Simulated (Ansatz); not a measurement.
## Single-point calculation of SiC (part 2 of 2)

SiC (slab, 24 atoms in the cell); DFT PBE+D3(BJ), scalar-relativistic, plane waves, PAW, no spin polarisation (Ansatz 0.2.0); cutoff 420 eV, 3×3×1 k-mesh, Gaussian smearing of 0.05 eV. The structure derives from an entry of the Crystallography Open Database. It belongs to a series of runs on one base structure; here: the slab at its places in the relaxed adsorbed structure.

Geometry of the input (Å; fractional positions):
```
6.1500  0.0000  0.0000
-3.0750  5.3261  0.0000
0.0000  0.0000  23.6491
C  0.5000  0.0000  0.3383
C  0.5000  0.5000  0.3383
C  0.0000  0.0000  0.3383
C  -0.0000  0.5000  0.3383
Si 0.1667  0.8333  0.3648
Si 0.1667  0.3333  0.3648
Si 0.6667  0.8333  0.3648
Si 0.6667  0.3333  0.3648
C  0.6667  0.8333  0.4444
C  0.6667  0.3333  0.4444
C  0.1667  0.8333  0.4444
C  0.1667  0.3333  0.4444
Si 0.3344  0.6671  0.4689
Si 0.3344  0.1673  0.4689
Si 0.8344  0.6672  0.4705
Si 0.8320  0.1660  0.4684
C  0.8453  0.6728  0.5590
C  0.8316  0.1659  0.5476
C  0.3327  0.6663  0.5517
C  0.3328  0.1666  0.5518
Si 0.5039  0.5021  0.5655
Si 0.5009  0.0005  0.5736
Si 0.0011  0.4860  0.5797
Si 0.0011  0.0153  0.5797
```

```
SCF converged after 21 iterations
Free energy (F): -10635.381987 eV
Harris-Foulkes:  -10635.381987 eV  (|F-HF|=2.49e-8)
Internal energy: -10635.369442 eV  (E = F + TS)
E sigma→0 (E₀):  -10635.375715 eV
Entropy (-TS):   -0.012545 eV (-0.523 meV/atom)
Fermi energy:    -0.421917 eV
Dipole field:    D = 0.098973 V/Å  (p = 0.423695 e·Å, saw-weighted, corrected)
Work function:   Φ+ = 4.3425 eV   Φ− = 6.6832 eV
Levels:          The Fermi level and band energies are counted from a zero that moves with the ramp; work functions are not
--- Per-component energies (eV) ---
  E_band       = -659.666991
  E_kinetic    = 1594.961502
  E_local      = -48830.997770  (includes V_loc(G=0)·N_el)
  E_nonlocal   = 628.400059
  E_hartree    = 23673.193140
  E_xc         = -1251.612929
  E_vxc        = -1292.528779  (∫ρ·V_xc dr)
  E_paw        = -7341.626615  (= ΣΔE_a)
  E_vpaw       = -106.316636  (= ΣTr[D̂ρ^β])
  E_aug_tail   = 0.000153  (compensation charges beyond the density's cutoff)
  E_efield     = 0.020967  (sawtooth field / dipole correction)
  E_vefield    = 0.421446  (∫n·V_field dr)
  E_ewald      = 20897.820824
  E_disp       = -5.528773  (pairwise vdW)
  E_smearing   = -0.012545  (= −TS)
  E_closure    = 0.000000  (closes the sum)
  Σ components = -10635.381987   (vs F -10635.381987, Δ=0.00e0)
--- Forces (eV/Å), atoms counted from 1 ---
  atom   1  C     -0.06608194    -0.03806877     2.20149357
  atom   2  C     -0.08148142    -0.04669207     2.10957586
  atom   3  C      0.13427459    -0.02841346     2.23117776
  atom   4  C      0.04262908     0.13084155     2.23119009
  atom   5  Si    -0.00192051    -0.00087591    -3.09026807
  atom   6  Si    -0.02159494    -0.01263579    -3.31046281
  atom   7  Si    -0.00738284     0.04745942    -3.25499753
  atom   8  Si     0.03720792    -0.03033239    -3.25480648
  atom   9  C      0.28780037    -0.09658612     0.93739359
  atom  10  C      0.05764471     0.29713046     0.93761580
  atom  11  C     -0.07408777    -0.04006219     1.28140665
  atom  12  C     -0.11087189    -0.06377410     0.83428402
  atom  13  Si    -0.19330246    -0.04077749    -0.02869374
  atom  14  Si    -0.13015300    -0.14793976    -0.03391990
  atom  15  Si     0.00350328     0.00317536     0.19311198
  atom  16  Si     0.10699158     0.06134164    -0.31580943
  atom  17  C     -0.25832184    -0.14863871    -0.46335792
  atom  18  C     -0.28057280    -0.16193728     0.59661439
  atom  19  C     -0.00338749    -0.05818936     0.30289422
  atom  20  C     -0.05195969     0.02516281     0.30311964
  atom  21  Si     0.26653123     0.15364239    -0.23119364
  atom  22  Si     0.23552747     0.13527375    -0.18433804
  atom  23  Si    -0.14107749     0.37059543     0.00381675
  atom  24  Si     0.25007829    -0.30970353     0.00440122
  max |Σ_I F_I| component: 2.48e-4 eV/Å
--- Band table (eV; the first three rows and the last of 5) ---
  k-point 0: bands = ["-16.7085", "-15.3066", "-13.5653", "-13.5115", "-13.3076", "-13.1664", "-12.7901", "-12.7562", "-12.7346", "-10.7586", "-10.7384", "-10.7130", "-10.0187", "-9.8503", "-9.7211", "-8.9922", "-8.9265", "-8.9173", "-8.6011", "-7.6671", "-7.6664", "-7.6542", "-5.3932", "-5.2948", "-5.2017", "-5.0241", "-4.7600", "-4.7091", "-4.6290", "-4.2744", "-4.2628", "-4.1867", "-3.7528", "-3.7239", "-3.7116", "-2.8506", "-2.8481", "-2.2136", "-2.2073", "-1.8909", "-1.8808", "-1.8784", "-1.4757", "-0.7680", "-0.6555", "-0.5790", "-0.4734", "-0.4539", "-0.4119", "-0.3589", "-0.3564", "0.1606", "1.1708", "1.2117", "1.2942", "2.5289", "2.6462", "2.6599", "3.4670", "3.6001", "3.7162", "3.7169", "3.9343", "4.6369", "4.8594", "4.9418", "5.0002", "5.1582", "5.6383", "5.6687", "5.7476", "5.7895"]
  k-point 1: bands = ["-16.2383", "-14.9151", "-14.8366", "-13.7806", "-13.6790", "-13.5767", "-12.7418", "-12.7300", "-12.6997", "-11.4987", "-10.6744", "-10.6412", "-9.2744", "-9.1856", "-8.6040", "-8.5398", "-8.4414", "-8.1868", "-7.6730", "-6.9971", "-6.9776", "-6.4186", "-6.1740", "-6.1310", "-5.4748", "-5.3320", "-5.2919", "-5.2371", "-5.1552", "-5.0078", "-4.5333", "-4.3468", "-4.0415", "-3.9429", "-3.9228", "-3.8308", "-3.4834", "-3.3861", "-3.0400", "-3.0231", "-2.6506", "-2.1728", "-1.5679", "-1.0435", "-0.8171", "-0.8021", "-0.6120", "-0.5472", "-0.2868", "-0.1580", "-0.0678", "0.4867", "1.6723", "2.4723", "2.6332", "3.1445", "3.4335", "3.7768", "3.8878", "4.1617", "4.2212", "4.4267", "4.5635", "4.6835", "4.8631", "5.2284", "5.4126", "5.4560", "5.6875", "5.8612", "5.9723", "6.1428"]
  k-point 2: bands = ["-16.2432", "-14.9337", "-14.7964", "-13.7902", "-13.6809", "-13.5860", "-12.7535", "-12.7325", "-12.6820", "-11.4993", "-10.6596", "-10.6543", "-9.3652", "-9.0919", "-8.6191", "-8.5041", "-8.4744", "-8.1978", "-7.6583", "-6.9917", "-6.9911", "-6.4274", "-6.1338", "-6.1099", "-5.4798", "-5.3280", "-5.2785", "-5.2491", "-5.0713", "-5.0674", "-4.5484", "-4.4220", "-4.0574", "-3.9639", "-3.8839", "-3.8149", "-3.5529", "-3.3216", "-3.0291", "-3.0276", "-2.6473", "-2.1733", "-1.5666", "-1.0386", "-0.8166", "-0.8001", "-0.5746", "-0.5462", "-0.2490", "-0.1731", "-0.1042", "0.4684", "1.6358", "2.3725", "2.6997", "3.1313", "3.4652", "3.7137", "3.9471", "4.0819", "4.2334", "4.4849", "4.6045", "4.7344", "4.8619", "5.2618", "5.2711", "5.4588", "5.7282", "5.8649", "6.0733", "6.0986"]
  k-point 4: bands = ["-16.2382", "-14.9150", "-14.8367", "-13.7805", "-13.6794", "-13.5767", "-12.7416", "-12.7300", "-12.6998", "-11.4987", "-10.6744", "-10.6412", "-9.2744", "-9.1854", "-8.6040", "-8.5394", "-8.4415", "-8.1869", "-7.6733", "-6.9974", "-6.9777", "-6.4184", "-6.1738", "-6.1312", "-5.4749", "-5.3324", "-5.2919", "-5.2369", "-5.1556", "-5.0081", "-4.5335", "-4.3466", "-4.0415", "-3.9426", "-3.9227", "-3.8306", "-3.4833", "-3.3858", "-3.0399", "-3.0231", "-2.6505", "-2.1728", "-1.5678", "-1.0435", "-0.8171", "-0.8021", "-0.6120", "-0.5474", "-0.2869", "-0.1579", "-0.0679", "0.4866", "1.6725", "2.4718", "2.6330", "3.1449", "3.4336", "3.7764", "3.8876", "4.1618", "4.2215", "4.4270", "4.5635", "4.6837", "4.8634", "5.2283", "5.4127", "5.4559", "5.6874", "5.8612", "5.9721", "6.1428"]
```

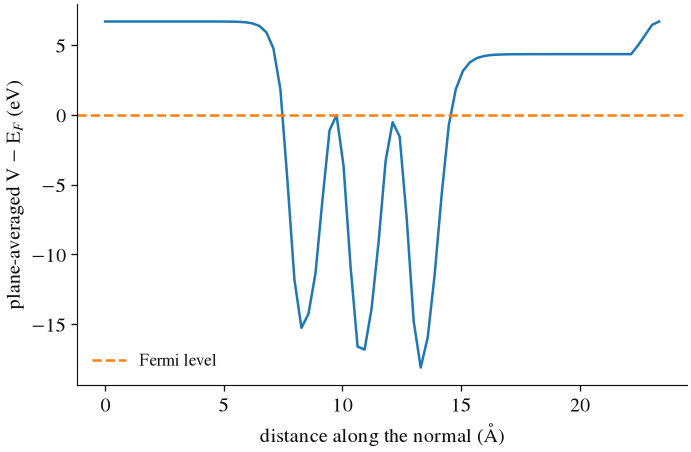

Figure 1. Plane average of the electrostatic potential energy of an electron across the cell, from the Fermi level. The vacuum level lies 4.34 eV above the Fermi level on the upper side and 6.68 eV on the lower.

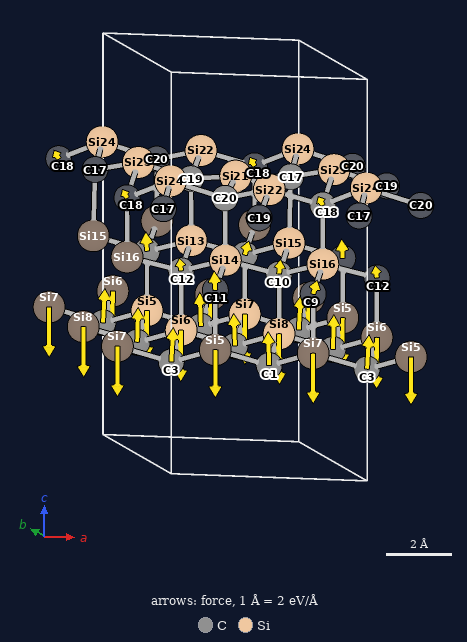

Figure 2. Forces on the atoms as yellow arrows (ball-and-stick view of the cell of the calculation, with the vacuum cut short, seen slightly off an axis; neighbours outside the cell are drawn fainter; atoms are numbered from 1 in the order of the input); the smallest are left out. The largest act on Si6 (3.31 eV/Å); Si7, Si8 (3.26 eV/Å); Si5 (3.09 eV/Å); C3, C4 (2.24 eV/Å), among others. The geometry is not a stationary point of this energy.

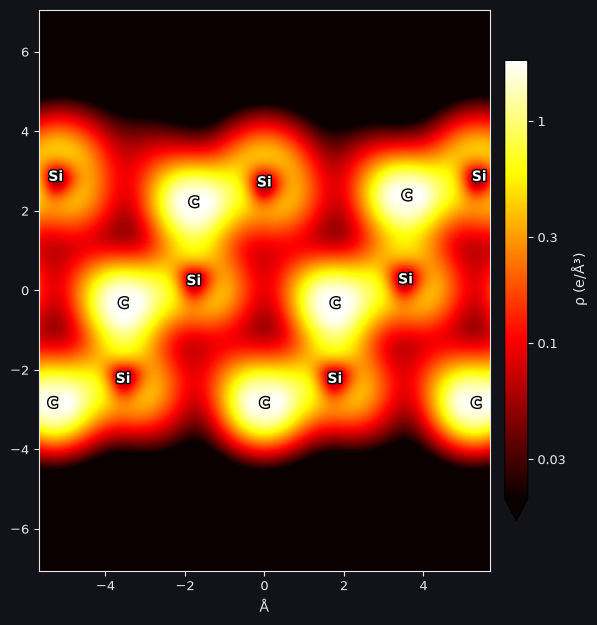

Figure 3. Valence charge density (pseudo) on the (110) plane of the calculation cell, a cut from vacuum to vacuum. Atoms in the plane: C and Si. Si–C (1.88 Å): the density is about 0.89 e/Å³ at the midpoint. Si–C (1.96 Å): the density is about 0.72 e/Å³ at the midpoint. Si–C (2.09 Å): ρ at the midpoint is about 0.58 e/Å³. The density dies away to nearly zero in the vacuum. Core electrons are frozen (PAW), so the fields are smoothed inside the atomic spheres.
